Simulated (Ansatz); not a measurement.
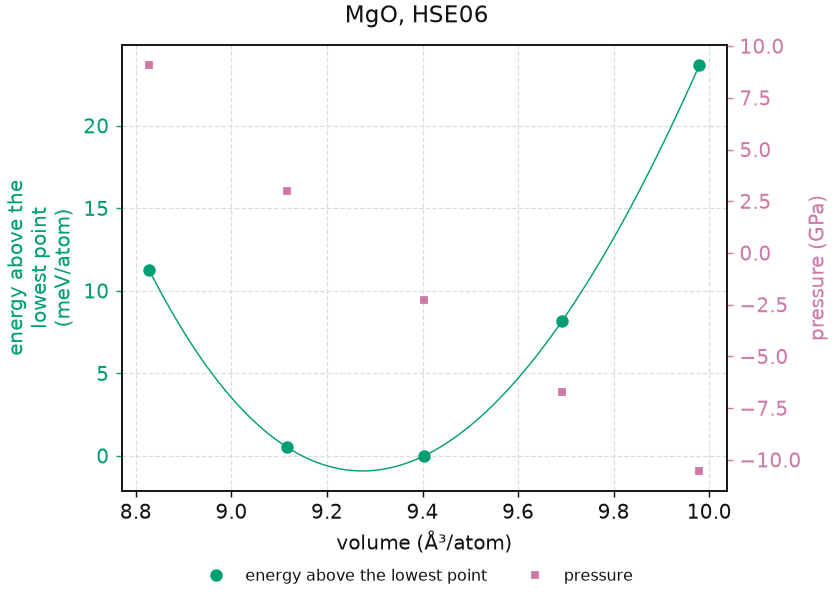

Calculation (Ansatz 0.2.0 development build): equation of state of a cubic crystal from periodic Kohn-Sham density functional theory without spin, third-order Birch-Murnaghan fit to the free energies; pressure corrected for the finite basis. Level: HSE06.

```tsv
setting	value
structure type	rock salt
atoms in cell	2
space group number	225
lattice centring	face-centred primitive
k mesh	4×4×4
occupation method	Fermi–Dirac
occupation width	0.05 eV
wave cutoff	700 eV
datasets	hard PAW
density tolerance	0 eV
bands	12
density cutoff ratio	4
search for lower states	default
exchange singularity	regularized
```

Caption: Energy above the lowest point and pressure against volume for MgO, space group Fm-3m (No. 225) (one of a set of cubic test structures, which need not be the stable phase).

A third-order Birch–Murnaghan fit gives V0 = 9.27 Å³/atom, B0 = 167 GPa and B′ = 4.2. The energy above the lowest point is 11.2 meV/atom at volume 8.8280 Å³/atom and 23.7 meV/atom at 9.9795 Å³/atom; the lowest computed point is at volume 9.4038 Å³/atom (0.0 meV/atom), and no other minimum shows among the points. The pressure falls from 9.1 GPa at volume 8.8280 Å³/atom to −10.5 GPa at 9.9795 Å³/atom, and changes sign near 9.28 Å³/atom.

Caveats: modest k-mesh, values are not fully converged in k; pseudopotentials made with PBE, not this functional.
